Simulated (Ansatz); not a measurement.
BN: geometry relaxation (part 1 of 2)

The run: geometry relaxation of BN (slab, 6 atoms in the cell). Method and program: DFT, LDA, PAW with Ansatz's default frozen-core files, scalar-relativistic, no spin polarisation (Ansatz 0.2.0).

It belongs to a series of runs on one base structure; here: atoms relaxed, PAW files.

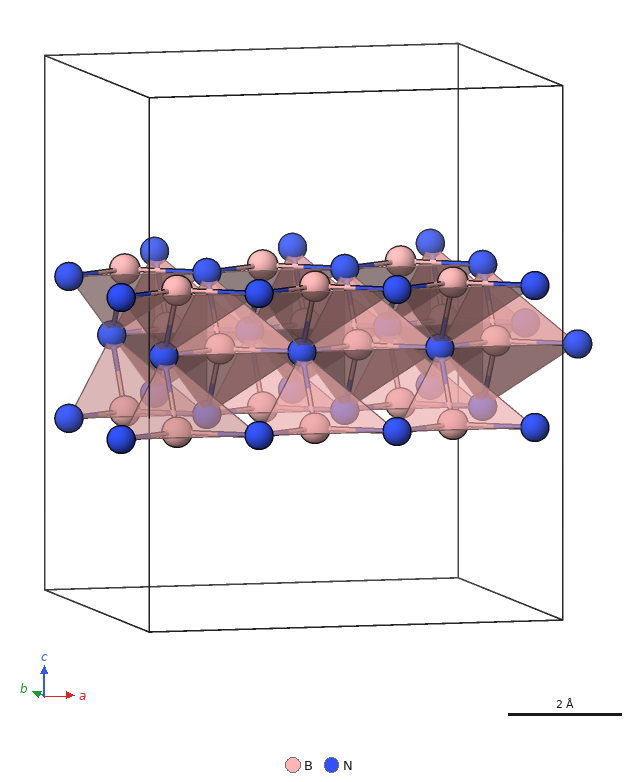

Figure 1. The starting structure (polyhedral view of the 3 × 2 repeat of the cell, with the vacuum cut short, seen slightly off an axis; polyhedra are completed across the faces of the cell). An atom can appear more than once, as a periodic image.

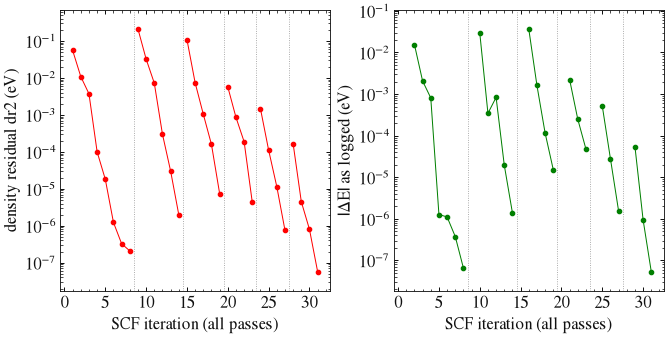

Figure 2. Convergence of the self-consistent field: density residual dr2 and size of the energy change against the SCF iteration. The dotted lines part the SCF passes of the relaxation: geometry steps, rejected trials and re-solves on a re-selected basis. The 6 passes take 4 to 8 iterations each, 31 in all.

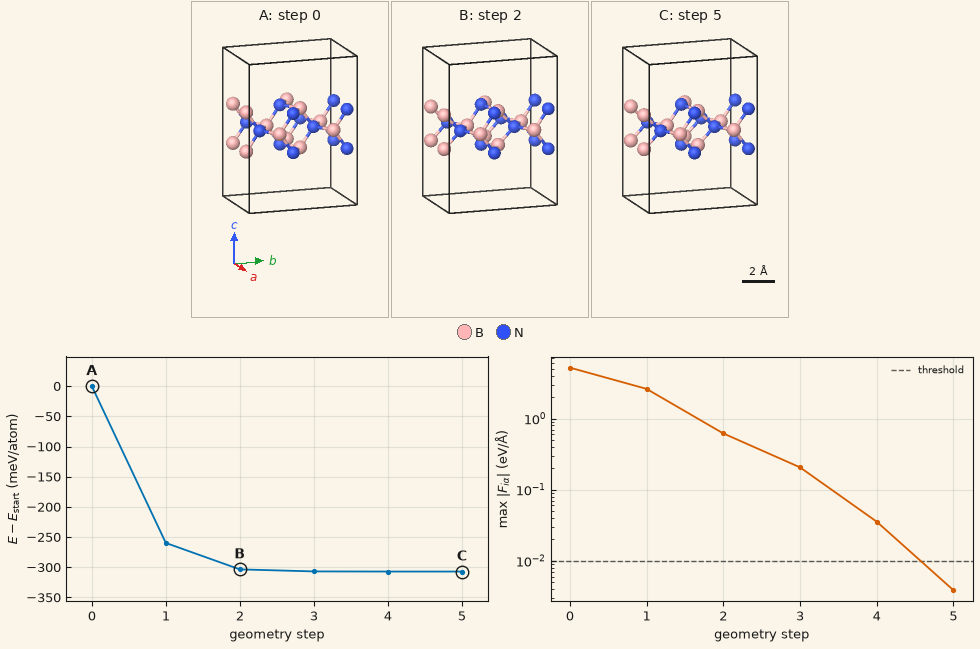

Figure 3. Frames of the relaxation (ball-and-stick view of the 2 × 2 repeat of the cell, with the vacuum cut short, seen slightly off an axis) above the curves, on which the letters mark them (the first geometry is step 0 here and step 1 in the log).

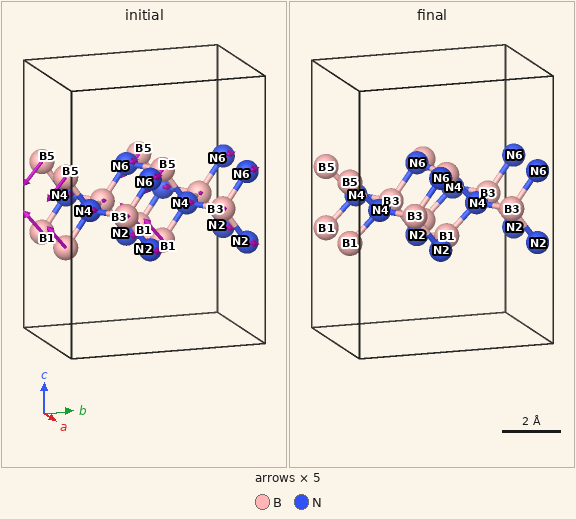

Figure 4. Before (left) and after (right) the relaxation, at one scale (ball-and-stick view of the 2 × 2 repeat of the cell, with the vacuum cut short, seen slightly off an axis). The pink arrows give the displacements, magnified 5 times. The energy falls by 307 meV per atom in 5 geometry steps. The largest force component goes from 5.2 to 0.0039 eV/Å. The largest moves, 0.22 Å, are those of B1 and B5. By element the largest moves are B 0.22 Å, N 0.09 Å. The cell stays as it was. Among the contacts that change: B1–N2 1.550 → 1.442 Å, B3–N6 1.550 → 1.604 Å, B3–N4 1.550 → 1.531 Å, B1–N4 1.550 → 1.556 Å. Among the angles that change: B1–N4–B5 109.5° → 89.8°, B1–N2–B1 109.5° → 122.9°, N2–B1–N2 109.5° → 122.9°. (Atoms are counted from 1 in the order of the input.)

These pictures come from the run below.

Input file:
```yaml
crystal:
  lattice:
    - [2.5318878315, 0.0, 0.0]
    - [0.0, 3.5806301097, 0.0]
    - [0.0, 0.0, 18.5319]
  atoms:
    - { symbol: B, position: [0.25, 0.125, 0.4316883905] }
    - { symbol: "N", position: [0.75, 0.875, 0.4316883905] }
    - { symbol: B, position: [0.75, 0.625, 0.5] }
    - { symbol: "N", position: [0.25, 0.375, 0.5] }
    - { symbol: B, position: [0.25, 0.125, 0.5683116095] }
    - { symbol: "N", position: [0.75, 0.875, 0.5683116095] }
kpoints:
  mp_grid: { grid: [10, 7, 1] }
scf:
  occupations: { method: fermi_dirac, width: 0.02 }
hamiltonian:
  xc: lda
  pseudopotentials: { kind: paw }
output:
  forces: true
  stress: true
  eigenvalues: true
relax:
  f_tol: 0.01
  max_steps: 40
efield:
  axis: 3
  amplitude: 0
  dipole_correction: true
```

Launch command:
```bash
ansatz run input.yaml --threads 2 --pin off --max-ram 4096MiB --backend cpu --events-out ev --progress --plain --runs-dir out
```

Log:
```
Warning: output.stress: scf.convergence.dr2_threshold = 1e-7 eV (the SCF's general default) is looser than the 6e-10 eV advised for a printed stress (1e-10 eV for each atom of the cell: 6). What an SCF threshold leaves in a stress goes as its square root, and in the free energy as the threshold itself, and one threshold admits the most on a small cell: of the crystals measured, under no hybrid functional and no lock of the moments, on runs that ended without the residual-converged pass, on stresses that held no estimate of that error, the worst erred by over 100 MPa in a component at 1e-7 eV an atom and by under 5 at 1e-10. Every solve of this run answers to scf.convergence.dr2_threshold, and the tensor of one is reported: a single SCF on the reported geometry and on this run's grids (its basis.xc_grid and basis.ecutrho_ratio typed), with scf.convergence.dr2_threshold at 6e-10 eV or tighter, prints it and tightens no other solve. Else set scf.convergence.dr2_threshold to 6e-10 eV or tighter. The threshold is an SCF's pass mark: one that does not reach it within its budget of iterations ends unconverged, or closes short of it on a stop that the run arms, and scf.convergence.dr2_threshold's page says what that costs each kind of run
Engine: ansatz 0.2.0, aarch64-unknown-linux-gnu
Pseudopotentials: kind: paw
Pseudopotential: B, paw, valence charge 3, recommended cutoff 420 eV (normal), B.paw.azcp
Pseudopotential: N, paw, valence charge 5, recommended cutoff 420 eV (normal), N.paw.azcp
Functional definition: SPW92
  exchange = slater_x
  correlation = pw_c
Crystal: 6 atoms, lattice volume = 168.006 Å³
Basis set: ecut = 420 eV, 3271 PW (Γ)
Bands: 18, of which v1, the nominal top of the filled ones, is band 12 counted from 1 (11 counted from 0)
Symmetry: 2 space group operations
k-points: 24 of 70 (time reversal used)
Non-local potential: B, projectors of the file, l = 0: 2, l = 1: 2, l = 2: 1
Non-local potential: N, projectors of the file, l = 0: 2, l = 1: 2, l = 2: 1
PAW form: soft (Blöchl's): semilocal exchange-correlation on the pseudo side does not see the compensation charge
PAW frozen core: B, regenerated for the run's functional, and the local potential with it (the file was generated under x = pbe(κ = 0.804, μ = 0.2195149727645171), c = pbe(β = 0.06672455060314922))
PAW frozen core: N, regenerated for the run's functional, and the local potential with it (the file was generated under x = pbe(κ = 0.804, μ = 0.2195149727645171), c = pbe(β = 0.06672455060314922))
PAW one-centre angular grid: B, 110 points (default); XC on 64 Gauss nodes
PAW one-centre angular grid: N, 110 points (default); XC on 64 Gauss nodes
Initial density: superposition of atomic densities (neutral atoms: chi_scale 0, normalization atom), corrected by the library's trained network
Initial wavefunctions: pseudopotential atomic-orbital guess
Functional: x = slater, c = lda
SCF iter   1: F=—  HF=-1573.356303 eV  |F-HF|=—  |Δ(HF+E_count)|=         —  Δρ=6.20e-3  dr2=5.54e-2  ethr=1.77e-3  p=-0.000 e·Å  D=-1.21e-15 V/Å  ΔV_dip=0.00 eV  dr2_dipole=5.17e-9  V_vac-E_F(+/−)=4.84/4.84 eV  ⟨swp⟩=9.4  Hψ=3083  notcnv=0  defer=1
efield: sawtooth ramp at fractional position 0.9500 (placed from the atoms, in the widest stretch of the axis that holds none; the zero of the levels goes with the place), width 0.1000; the density the first Hamiltonian is built on has a dipole p = -0.000 e·Å; the dipole correction subtracts the counter field D = -1.21e-15 V/Å, which shifts the + side's vacuum level by +0.00 eV against the − side's; the planar-averaged density in the ramp window peaks in size at 3.2e-5 e/Å³
preconditioner: auto → Resta (q_TF=auto, 1.973 Å⁻¹)  ε∞=2.1  [insulator: Δε(μ)=0.832 eV  Ē_g=13.415 eV  σ=0.020 eV  W_gap=1.00  n_scr=20 (ndim 8)  ℏωp=14.0 eV  f_vac=0.673  D(μ)=0.00/eV (n_scr^D=0)  ε∞_Penn≈2.1  vacuum switching on, ρ_ref=1.3e-2 e/Å³]
SCF iter   2: F=—  HF=-1573.340828 eV  |F-HF|=—  |Δ(HF+E_count)|=   1.55e-2  Δρ=3.03e-3  dr2=1.08e-2  ethr=2.31e-4  p=0.000 e·Å  D=2.79e-5 V/Å  ΔV_dip=-0.00 eV  dr2_dipole=1.36e-8  V_vac-E_F(+/−)=5.07/5.07 eV  ⟨swp⟩=3.3  Hψ=990  notcnv=0  defer=30
SCF iter   3: F=—  HF=-1573.338770 eV  |F-HF|=—  |Δ(HF+E_count)|=   2.06e-3  Δρ=1.50e-3  dr2=3.71e-3  ethr=4.51e-5  p=-0.000 e·Å  D=-4.32e-5 V/Å  ΔV_dip=0.00 eV  dr2_dipole=5.56e-8  V_vac-E_F(+/−)=5.27/5.27 eV  ⟨swp⟩=3.2  Hψ=840  notcnv=0  defer=30
SCF iter   4: F=—  HF=-1573.337962 eV  |F-HF|=—  |Δ(HF+E_count)|=   8.08e-4  Δρ=2.47e-4  dr2=9.96e-5  ethr=1.55e-5  p=0.000 e·Å  D=2.63e-5 V/Å  ΔV_dip=-0.00 eV  dr2_dipole=1.78e-8  V_vac-E_F(+/−)=5.31/5.31 eV  ⟨swp⟩=3.3  Hψ=832  notcnv=0  defer=30
SCF iter   5: F=—  HF=-1573.337961 eV  |F-HF|=—  |Δ(HF+E_count)|=   1.27e-6  Δρ=1.05e-4  dr2=1.81e-5  ethr=4.15e-7  p=-0.000 e·Å  D=-4.02e-5 V/Å  ΔV_dip=0.00 eV  dr2_dipole=4.08e-8  V_vac-E_F(+/−)=5.33/5.33 eV  ⟨swp⟩=2.4  Hψ=814  notcnv=0  defer=30
iter 6 did not close the SCF: its close was put off until two iterations running show no level that it waits for move by more than its bar (scf_convergence_deferred on its scf_iter line)
SCF iter   6: F=-1573.337960 eV  HF=-1573.337960 eV  |F-HF|=4.43e-8  |Δ(HF+E_count)|=   1.11e-6  Δρ=2.99e-5  dr2=1.23e-6  ethr=1.04e-8  p=0.000 e·Å  D=3.43e-5 V/Å  ΔV_dip=-0.00 eV  dr2_dipole=3.01e-8  V_vac-E_F(+/−)=5.33/5.34 eV  ⟨swp⟩=12.9  Hψ=2781  notcnv=0
iter 7 did not close the SCF: its close was put off until two iterations running show no level that it waits for move by more than its bar (scf_convergence_deferred on its scf_iter line)
SCF iter   7: F=-1573.337960 eV  HF=-1573.337960 eV  |F-HF|=1.94e-7  |Δ(HF+E_count)|=   3.75e-7  Δρ=9.80e-6  dr2=3.27e-7  ethr=5.12e-9  p=-0.000 e·Å  D=-4.41e-5 V/Å  ΔV_dip=0.00 eV  dr2_dipole=5.09e-8  V_vac-E_F(+/−)=5.34/5.34 eV  ⟨swp⟩=5.8  Hψ=2136  notcnv=0
SCF iter   8: F=-1573.337960 eV  HF=-1573.337960 eV  |F-HF|=2.26e-7  |Δ(HF+E_count)|=   6.53e-8  Δρ=5.38e-6  dr2=2.09e-7  ethr=1.36e-9  p=0.000 e·Å  D=4.21e-5 V/Å  ΔV_dip=-0.00 eV  dr2_dipole=4.60e-8  V_vac-E_F(+/−)=5.34/5.34 eV  ⟨swp⟩=5.0  Hψ=1884  notcnv=0
SCF 1 converged in 8 iterations: F = -1573.337960 eV  dr2 = 2.09e-7
  greatest PAW one-centre occupation: 0.786 electrons in one spin orbital (limit 2), on the N atom at site 3 (counted from 0), in its partial waves of l = 0
relax step   1: F+E_penalty+E_count = -1573.33795983 eV  Δ(F+E_penalty+E_count) = +0.000e0 eV  max|allowed force component| = 5.203e0 eV/Å  Δτ_max = 0.0000 Å  (8 SCF iters, dr2 threshold 2.50e-6 eV, accepted)
Initial density: handed on by an earlier stage of this run
Initial wavefunctions: those handed on with the density
iter 1 solved again at ethr=8.79e-4 eV; its pass at ethr=3.10e-3 eV (dr2=2.11e-1 eV) is discarded
SCF iter   1: F=—  HF=-1574.925209 eV  |F-HF|=—  |Δ(HF+E_count)|=         —  Δρ=1.34e-2  dr2=2.10e-1  ethr=8.79e-4  p=0.000 e·Å  D=4.21e-5 V/Å  ΔV_dip=-0.00 eV  dr2_dipole=3.13e-8  V_vac-E_F(+/−)=5.87/5.87 eV  ⟨swp⟩=1.1  Hψ=3202  notcnv=0  defer=14
efield: sawtooth ramp at fractional position 0.9500 (handed on by an earlier solve), width 0.1000; the density the first Hamiltonian is built on has a dipole p = 0.000 e·Å; the dipole correction subtracts the counter field D = 4.21e-5 V/Å, which shifts the + side's vacuum level by -0.00 eV against the − side's; the planar-averaged density in the ramp window peaks in size at 2.6e-7 e/Å³
preconditioner: auto → Resta (q_TF=auto, 1.973 Å⁻¹)  ε∞=2.0  [insulator: Δε(μ)=1.054 eV  Ē_g=14.387 eV  σ=0.020 eV  W_gap=1.00  n_scr=20 (ndim 8)  ℏωp=14.0 eV  f_vac=0.688  D(μ)=0.00/eV (n_scr^D=0)  ε∞_Penn≈2.0  vacuum switching on, ρ_ref=1.5e-2 e/Å³]
SCF iter   2: F=—  HF=-1574.895720 eV  |F-HF|=—  |Δ(HF+E_count)|=   2.95e-2  Δρ=6.13e-3  dr2=3.22e-2  ethr=8.76e-4  p=-0.000 e·Å  D=-2.66e-5 V/Å  ΔV_dip=0.00 eV  dr2_dipole=4.93e-9  V_vac-E_F(+/−)=5.98/5.98 eV  ⟨swp⟩=2.0  Hψ=760  notcnv=0  defer=14
SCF iter   3: F=—  HF=-1574.895376 eV  |F-HF|=—  |Δ(HF+E_count)|=   3.44e-4  Δρ=3.00e-3  dr2=7.20e-3  ethr=1.34e-4  p=0.000 e·Å  D=8.97e-7 V/Å  ΔV_dip=-0.00 eV  dr2_dipole=1.33e-9  V_vac-E_F(+/−)=6.10/6.10 eV  ⟨swp⟩=2.8  Hψ=940  notcnv=0  defer=30
SCF iter   4: F=—  HF=-1574.896208 eV  |F-HF|=—  |Δ(HF+E_count)|=   8.32e-4  Δρ=4.42e-4  dr2=2.99e-4  ethr=3.00e-5  p=-0.000 e·Å  D=-1.81e-5 V/Å  ΔV_dip=0.00 eV  dr2_dipole=2.64e-9  V_vac-E_F(+/−)=6.17/6.16 eV  ⟨swp⟩=2.8  Hψ=762  notcnv=0  defer=30
SCF iter   5: F=—  HF=-1574.896189 eV  |F-HF|=—  |Δ(HF+E_count)|=   1.96e-5  Δρ=1.41e-4  dr2=3.00e-5  ethr=4.17e-7  p=0.000 e·Å  D=2.95e-6 V/Å  ΔV_dip=-0.00 eV  dr2_dipole=1.87e-9  V_vac-E_F(+/−)=6.18/6.18 eV  ⟨swp⟩=13.5  Hψ=3024  notcnv=0
SCF iter   6: F=-1574.896188 eV  HF=-1574.896187 eV  |F-HF|=3.38e-7  |Δ(HF+E_count)|=   1.39e-6  Δρ=4.03e-5  dr2=1.98e-6  ethr=1.25e-7  p=-0.000 e·Å  D=-1.56e-5 V/Å  ΔV_dip=0.00 eV  dr2_dipole=1.24e-9  V_vac-E_F(+/−)=6.18/6.18 eV  ⟨swp⟩=8.1  Hψ=2128  notcnv=0
SCF 2 converged in 6 iterations: F = -1574.896188 eV  dr2 = 1.98e-6
  greatest PAW one-centre occupation: 0.787 electrons in one spin orbital (limit 2), on the N atom at site 3 (counted from 0), in its partial waves of l = 0
relax step   2: F+E_penalty+E_count = -1574.89618753 eV  Δ(F+E_penalty+E_count) = -1.558e0 eV  max|allowed force component| = 2.615e0 eV/Å  Δτ_max = 0.1752 Å  (6 SCF iters, dr2 threshold 1.00e-4 eV, accepted)
```
